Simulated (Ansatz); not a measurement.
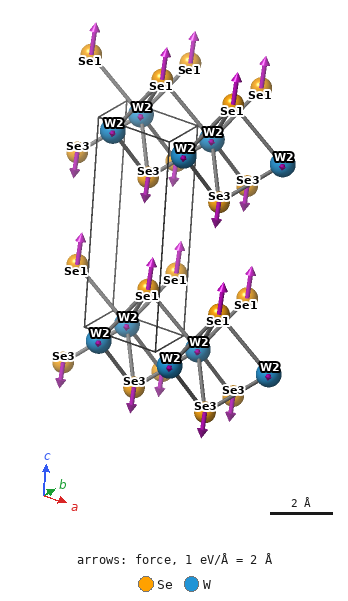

Starting geometry of a crystal of WSe2 (a generated structure, set up in R3m) with the computed forces as purple arrows. A ball-and-stick model of the cell of the calculation, repeated 2 × 1 × 1 with one cell outlined, seen slightly off an axis.

All numbers below come from DFT, PAW plane waves, PBE (Ansatz).

Input file:
```yaml
crystal:
  lattice:
    - [3.34335, 0.0, 0.0]
    - [-1.671675, 2.895431, 0.0]
    - [-1.671675, 0.965144, 6.564829]
  atoms:
    - { symbol: Se, position: [0.7497, 0.2503, 0.249] }
    - { symbol: W, position: [0.3333, 0.6667, 0.0] }
    - { symbol: Se, position: [0.5833, 0.4167, 0.75] }
  symmetry: { tolerance: 0.0003 }
kpoints:
  mp_grid: { grid: [6, 6, 6], shift: [0, 0, 0] }
magnetization:
  spin_polarized: false
scf:
  occupations: { method: cold, width: 0.2744 }
hamiltonian:
  pseudopotentials: { kind: paw }
  xc: pbe
basis:
  ecutwfc: 420
output:
  forces: true
  stress: true
  eigenvalues: true
  write_density: true
  write_potential: true
  elf: true
  volumetric_format: npy
relax:
  max_steps: 40
  cell: {}
```

Command:
```bash
ansatz run input.yaml --threads 1 --pin off --max-ram 2560MiB --backend cpu --events-out ev --progress --plain --runs-dir out
```

Q: Is this structure relaxed? If not, where do the atoms go?

A: It isn't relaxed: the largest force vector, on Se1, is 0.54 eV/Å. Measured relative to the changing cell, the final displacements run against the starting forces (cosine between the two patterns −0.98). The largest moves relative to the cell, 0.25 Å, are those of Se1 and Se3. Se3 goes along [1 −1 3]. W stays in place. The volume changes by +15.9 %, with a = b 3.343 → 3.320 Å (−0.7 %), c 6.843 → 7.947 Å (+16.1 %), α 75.9° → 77.9°, β 104.1° → 102.1°. Some distances before and after: Se1–W2 2.529 → 2.548 Å. The space group stays R3m (No. 160). The energy falls by 17.1 meV per atom in 11 accepted moves (14 points after the start). The largest force component goes from 0.54 to 0.0061 eV/Å. Pressure: 2.34 GPa at the start and −0.01 GPa at the end. The line search rejected the trial step at point 1 of the run. At 2 points the geometry stayed and the basis and grid were re-selected for the new cell (energy shift of 0.7 meV per atom at most each time).
